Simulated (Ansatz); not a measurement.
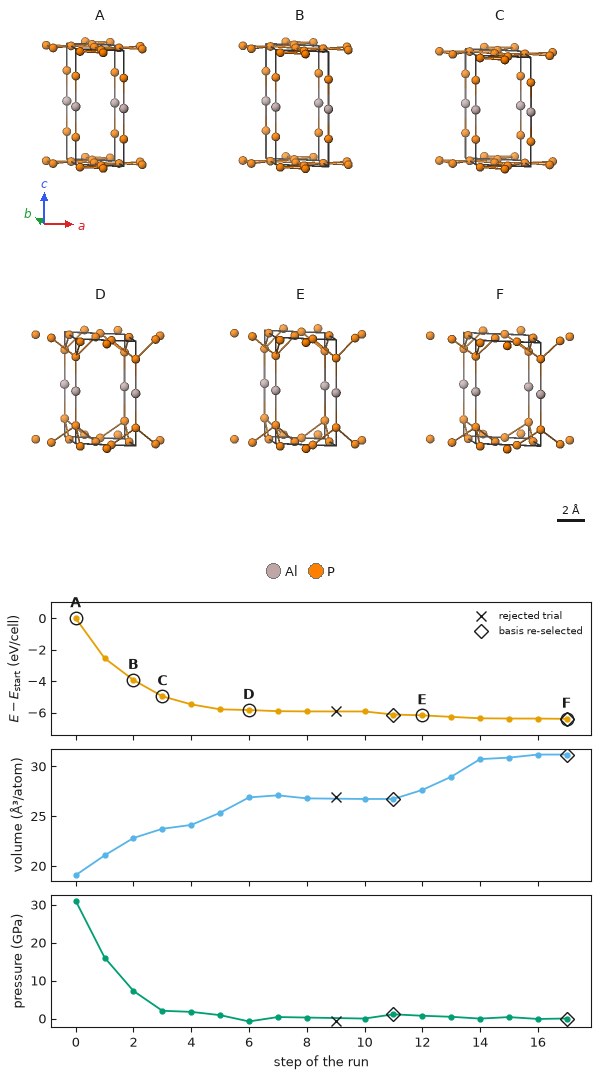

Frames of a relaxation of solid AlP$_{5}$ (a generated structure, set up in P-62m) (coarse preliminary run), marked on the history of the run. A ball-and-stick model of the cell of the calculation, seen slightly off an axis.

These are results of DFT PBE, scalar-relativistic, plane waves, PAW in Ansatz, not measurements.

Input file:
```yaml
crystal:
  lattice:
    - [3.87122137, 0.0, 0.0]
    - [-1.93561069, 3.35257605, 0.0]
    - [0.0, 0.0, 8.82104983]
  atoms:
    - { symbol: Al, position: [0.0, 0.0, 0.5] }
    - { symbol: P, position: [0.52715068, 0.0, 0.0] }
    - { symbol: P, position: [0.0, 0.52715068, 0.0] }
    - { symbol: P, position: [0.47284932, 0.47284932, 0.0] }
    - { symbol: P, position: [0.0, 0.0, 0.2353366] }
    - { symbol: P, position: [0.0, 0.0, 0.7646634] }
basis:
  ecutwfc: 420
kpoints:
  mp_grid: { grid: [6, 6, 2] }
hamiltonian:
  xc: pbe
scf:
  occupations: { method: gaussian, width: 0.1 }
  lower_state_search: "off"
output:
  forces: true
  stress: true
  eigenvalues: true
relax:
  adjacent_minimum: "off"
  f_tol: 0.04
  max_steps: 70
  cell: { stress_tol: 0.4 }
```

Command:
```bash
ansatz run input.yaml --threads 1 --pin off --max-ram 2560MiB --backend cpu --events-out ev --progress --plain --runs-dir out
```

What happens along the run?

Answer. The largest moves relative to the cell, 0.61 Å, are those of P5 and P6. P5 goes along −c. Al stays in place. The drawn cell changes as follows: a = b 3.871 → 5.235 Å (+35.2 %), c 8.821 → 7.887 Å (−10.6 %); the volume changes by +63.5 %. Near-neighbour distances that change, for instance: P5–P6 4.152 → 2.491 Å, P2–P3 1.944 → 2.882 Å, P2–P5 2.911 → 3.540 Å, P2–P5 (another image) 2.768 → 2.290 Å. New bonds form: P2–P5 (2.77 → 2.29 Å), P2–P6 (2.77 → 2.29 Å), P3–P5 (2.77 → 2.29 Å), P3–P6 (2.77 → 2.29 Å). Bonds break: P2–P3 (1.94 → 2.88 Å), P2–P4 (1.94 → 2.88 Å), P3–P4 (1.94 → 2.88 Å). The space group stays P-62m (No. 189). After 14 accepted moves (17 points after the start) the energy has fallen by 6.392 eV per cell of the calculation. The largest force component goes from 1.2 to 0.018 eV/Å. Pressure: 31.05 GPa at the start and 0.02 GPa at the end. The line search rejected the trial step at point 9 of the run. The SCF was repeated twice at an unchanged geometry on a basis and grid sized afresh for the cell, which shifted the energy by 0.195 eV per cell of the calculation at most. From step 0 to 2: P atoms move most (0.05 Å), volume +19.6 %, energy −3.925 eV per cell of the calculation. From step 2 to 3: P atoms move most (0.20 Å), volume +4.0 %, energy −1.035 eV per cell of the calculation. From step 3 to 6: P atoms move most (0.46 Å), volume +13.3 %, energy −0.873 eV per cell of the calculation. From step 6 to 12: P atoms move most (0.10 Å), volume +2.8 %, energy −0.338 eV per cell of the calculation. From step 12 to 17: P atoms move most (0.11 Å), volume +12.9 %, energy −0.221 eV per cell of the calculation.
